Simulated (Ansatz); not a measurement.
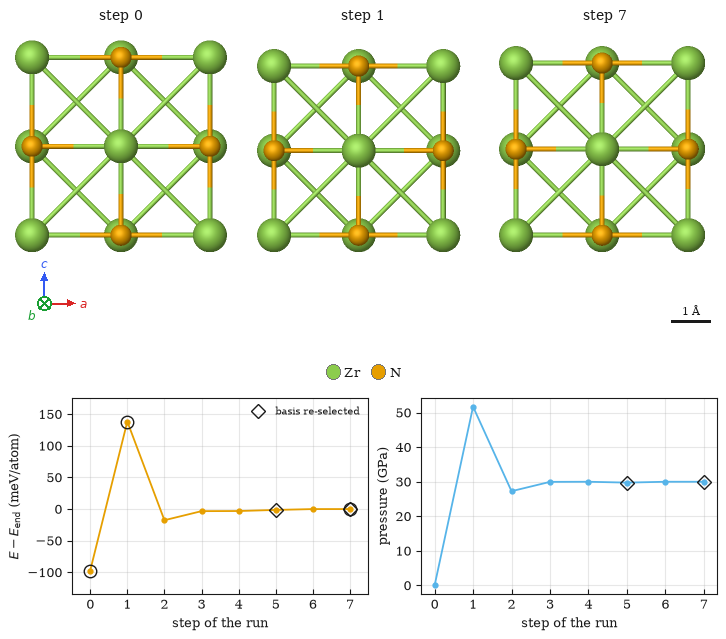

Frames of a relaxation of crystalline ZrN (set up in Fm-3m), marked on the history of the run. The picture is a ball-and-stick view of the conventional cell (4 times the calculation's cell), seen along the b axis. Lengths and directions refer to the drawn axes.

Case: relaxed at 30 GPa.

The calculation used Ansatz 0.2.0, DFT PBE, scalar-relativistic, plane waves, PAW. Settings: plane-wave cutoff 420 eV; k-point mesh 16 × 16 × 16; occupations fermi dirac; smearing width 0.15 eV; target pressure 30 GPa; no spin polarisation; cell and atoms relaxed; force threshold 0.001 eV/Å; at most 60 steps.

What happens along the run?

Answer. Over 5 accepted moves (7 points after the start) the energy rises by 97.1 meV per atom. With the target pressure of 30 GPa, the enthalpy E + pV changes by −115 meV per atom. All forces vanish by symmetry, so only the cell relaxes. The pressure goes from 0.00 to 30.00 GPa. At 2 points the geometry stayed and the basis and grid were re-selected for the new cell (energy shift of 1.7 meV per atom at most each time). The atoms keep their places relative to the cell (all moves are under 0.005 Å). Cell: a = b = c 4.596 → 4.448 Å (−3.2 %). Volume −9.3 %. Among the contacts that change: Zr–Zr 3.250 → 3.145 Å, N–Zr 2.298 → 2.224 Å. The space group stays Fm-3m (No. 225). From step 0 to 1: volume −13.9 %, energy +235 meV per atom. From step 1 to 7: volume +5.4 %, energy −138 meV per atom.

```json
{"step": "0", "E − E(0), meV/atom": "0.00", "pressure, GPa": "0.00", "volume, Å³/atom": "12.133", "note": ""}
{"step": "1", "E − E(0), meV/atom": "235.38", "pressure, GPa": "51.73", "volume, Å³/atom": "10.444", "note": ""}
{"step": "2", "E − E(0), meV/atom": "79.48", "pressure, GPa": "27.27", "volume, Å³/atom": "11.092", "note": ""}
{"step": "3", "E − E(0), meV/atom": "93.81", "pressure, GPa": "29.97", "volume, Å³/atom": "11.011", "note": ""}
{"step": "4", "E − E(0), meV/atom": "94.00", "pressure, GPa": "30.00", "volume, Å³/atom": "11.010", "note": ""}
{"step": "5", "E − E(0), meV/atom": "95.72", "pressure, GPa": "29.75", "volume, Å³/atom": "11.010", "note": "same geometry, new basis"}
{"step": "6", "E − E(0), meV/atom": "97.08", "pressure, GPa": "30.00", "volume, Å³/atom": "11.003", "note": ""}
{"step": "7", "E − E(0), meV/atom": "97.10", "pressure, GPa": "30.00", "volume, Å³/atom": "11.003", "note": "same geometry, new basis"}
```
